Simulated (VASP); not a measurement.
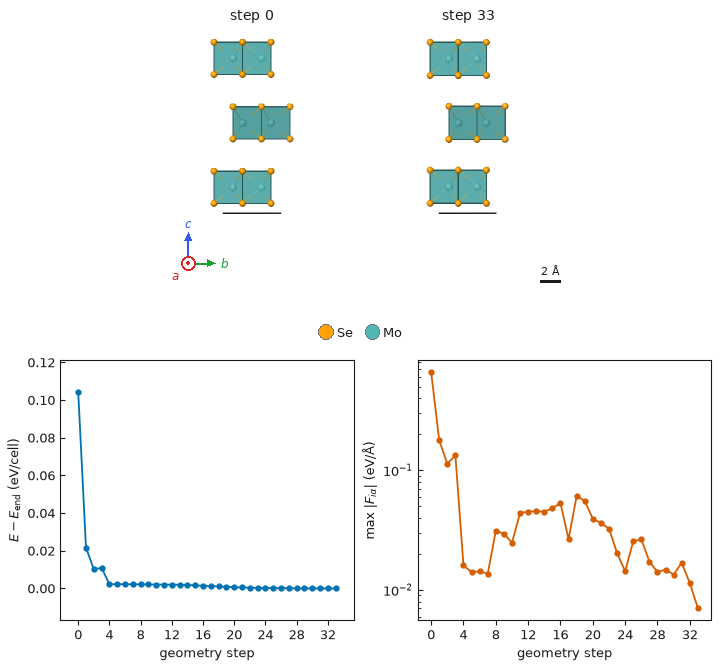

First and last geometry of a relaxation of a slab of composition MoSe$_{2}$, with the history of the run. A polyhedral model of the 2 × 2 repeat of the cell, outlined in the plane, without the vacuum, seen along the a axis.

The run lets cell and atoms move.

These are results of Kohn-Sham DFT of a periodic cell, LDA, VASP PAW LDA potentials, recommended in VASP, not measurements.

Input
```
SYSTEM = MoSe2
ALGO     = Normal         ! electronic algorithm
EDIFF    = 1E-6           ! SCF threshold, eV
EDIFFG   = -0.01          ! ionic threshold
ENCUT    = 600            ! plane-wave cutoff, eV
IBRION   = 2              ! ionic algorithm
ISIF     = 3              ! what is computed and relaxed
ISMEAR   = 0              ! smearing method
KPAR     = 4            
LASPH    = .TRUE.         ! aspherical terms in the spheres
LATTICE_CONSTRAINTS= .TRUE. .TRUE. .FALSE.
LCHARG   = .FALSE.        ! write CHGCAR
LREAL    = .FALSE.        ! projectors in reciprocal space
LWAVE    = .FALSE.        ! write WAVECAR
NELM     = 80             ! most SCF steps
NSW      = 90             ! ionic steps
PREC     = Accurate       ! precision mode
SIGMA    = 0.03           ! smearing width, eV
```

Run as
```bash
cat potpaw_LDA.64/Se/POTCAR potpaw_LDA.64/Mo_sv/POTCAR > POTCAR
mpirun -np 4 vasp_std > vasp.out
```

> Did the run converge, and what did it change?

It converged. After 33 geometry steps the energy has fallen by 0.104 eV per cell of the calculation. The largest force component goes from 0.66 to 0.007 eV/Å. The largest moves, 0.10 Å, are those of Se atoms. By element the largest moves are Se 0.10 Å, Mo 0.05 Å. In the plane the drawn cell goes a 6.576 → 6.497 Å (−1.2 %), b 6.576 → 6.497 Å (−1.2 %). Among the contacts that change: Mo–Se 2.491 → 2.506 Å. Bond angles that change, for instance: Se–Mo–Se 80.7° → 83.1°.
